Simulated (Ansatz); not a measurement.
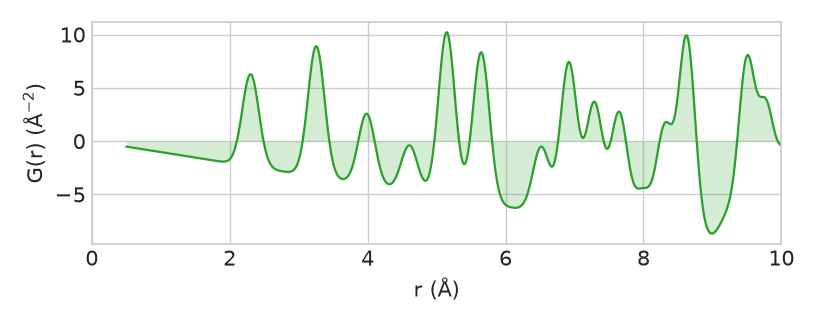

Computed neutron G(r), with each pair weighted by the product of the tabulated coherent neutron scattering lengths (natural isotope mix where the element has one) and a uniform peak width σ = 0.12 Å. No termination ripples are included.

Candidate structures:

A. 
```cif
data_structure
_symmetry_space_group_name_H-M 'P 1'
_symmetry_Int_Tables_number 1
_cell_length_a 2.3052
_cell_length_b 2.3052
_cell_length_c 2.3052
_cell_angle_alpha 90.000
_cell_angle_beta 90.000
_cell_angle_gamma 90.000
_cell_volume 12.25
loop_
_atom_site_label
_atom_site_type_symbol
_atom_site_fract_x
_atom_site_fract_y
_atom_site_fract_z
_atom_site_occupancy
Co1 Co 0.00000 0.00000 0.00000 1
```

B. 
```cif
data_structure
_symmetry_space_group_name_H-M 'P 1'
_symmetry_Int_Tables_number 1
_cell_length_a 5.1211
_cell_length_b 5.1211
_cell_length_c 5.1211
_cell_angle_alpha 90.000
_cell_angle_beta 90.000
_cell_angle_gamma 90.000
_cell_volume 134.30
loop_
_atom_site_label
_atom_site_type_symbol
_atom_site_fract_x
_atom_site_fract_y
_atom_site_fract_z
_atom_site_occupancy
Co1 Co 0.75000 0.75000 0.75000 1
Co2 Co 0.00000 0.50000 0.00000 1
Co3 Co 0.75000 0.25000 0.25000 1
Co4 Co 0.00000 0.00000 0.50000 1
Co5 Co 0.25000 0.75000 0.25000 1
Co6 Co 0.50000 0.50000 0.50000 1
Co7 Co 0.25000 0.25000 0.75000 1
Co8 Co 0.50000 0.00000 0.00000 1
```

C. 
```yaml
crystal:
  lattice:
    - [2.78226, 0.00000, 0.00000]
    - [0.00000, 2.78226, 0.00000]
    - [0.00000, 0.00000, 2.78226]
  atoms:
    - { symbol: Co, position: [0.00000, 0.00000, 0.00000] }
    - { symbol: Co, position: [0.50000, 0.50000, 0.50000] }
```

D. 
```cif
data_structure
_symmetry_space_group_name_H-M 'P6/mmm'
_symmetry_Int_Tables_number 191
_cell_length_a 3.9093
_cell_length_b 3.9093
_cell_length_c 2.4060
_cell_angle_alpha 90.000
_cell_angle_beta 90.000
_cell_angle_gamma 120.000
_cell_volume 31.84
loop_
_atom_site_label
_atom_site_type_symbol
_atom_site_symmetry_multiplicity
_atom_site_Wyckoff_symbol
_atom_site_fract_x
_atom_site_fract_y
_atom_site_fract_z
_atom_site_occupancy
Co1 Co 1 a 0.00000 0.00000 0.00000 1
Co2 Co 2 d 0.33333 0.66667 0.50000 1
```

Origins: A, the geometry relaxed with DFT, m-r2SCAN, plane waves (500 eV) with PAW, scalar-relativistic in Ansatz 0.2.0; the starting structure was generated, so it need not be a known form of this composition; B, the input geometry of an electronic-structure calculation (not necessarily at equilibrium); the starting structure was generated, so it need not be a known form of this composition; C, the end point of a relaxation with DFT, revPBE, plane waves (420 eV) with PAW, scalar-relativistic in Ansatz; the starting structure was generated, so it need not be a known form of this composition; D, the geometry relaxed with DFT, m-r2SCAN, plane waves (500 eV) with PAW, scalar-relativistic (Ansatz 0.2.0); the starting structure was generated, so it need not be a known form of this composition.

From which structure was the curve computed?

Candidate A, Co, Pm-3m (first clear peaks at 2.30 Å (Co–Co) and 3.26 Å (Co–Co)). The others: B would give first clear peaks at 2.21 Å (Co–Co) and 3.62 Å (Co–Co); C would give first clear peaks at 2.41 Å (Co–Co) and 2.77 Å (Co–Co); D would give first clear peaks at 2.53 Å (Co–Co) and 3.30 Å (Co–Co).
